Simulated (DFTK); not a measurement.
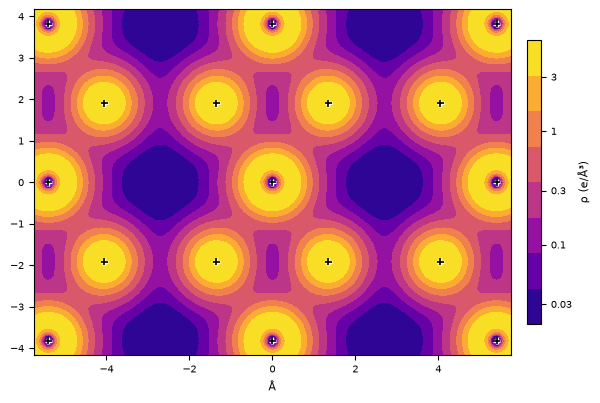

The valence electron density on a plane through atoms (crosses mark nuclei in the plane).

These are results of DFTK, Kohn-Sham DFT of a periodic cell, PBE, dojo.nc.sr.PBE.v0_4_1.standard.upf, not measurements.

Candidates:
A. Fe, a = 2.31 Å, b = 2.31 Å, c = 23.80 Å, α = 90.00°, β = 90.00°, γ = 90.00°. Spin-polarised.
B. PbO2, a = 5.40 Å, b = 5.40 Å, c = 5.40 Å, α = 90.00°, β = 90.00°, γ = 90.00°. Space group Fm-3m; a structure from a database of computed crystals, not necessarily the ambient phase.
C. Sc, a = 3.83 Å, b = 3.83 Å, c = 3.44 Å, α = 90.00°, β = 90.00°, γ = 90.00°. Space group I4/mmm; a structure from a database of computed crystals, not necessarily the ambient phase.

Q: Which candidate gave the map?

A: Candidate B: PbO2 on the (110) plane of the conventional cell, which holds Pb and O. Pb–O (2.34 Å): ρ at the midpoint is about 0.44 e/Å³.
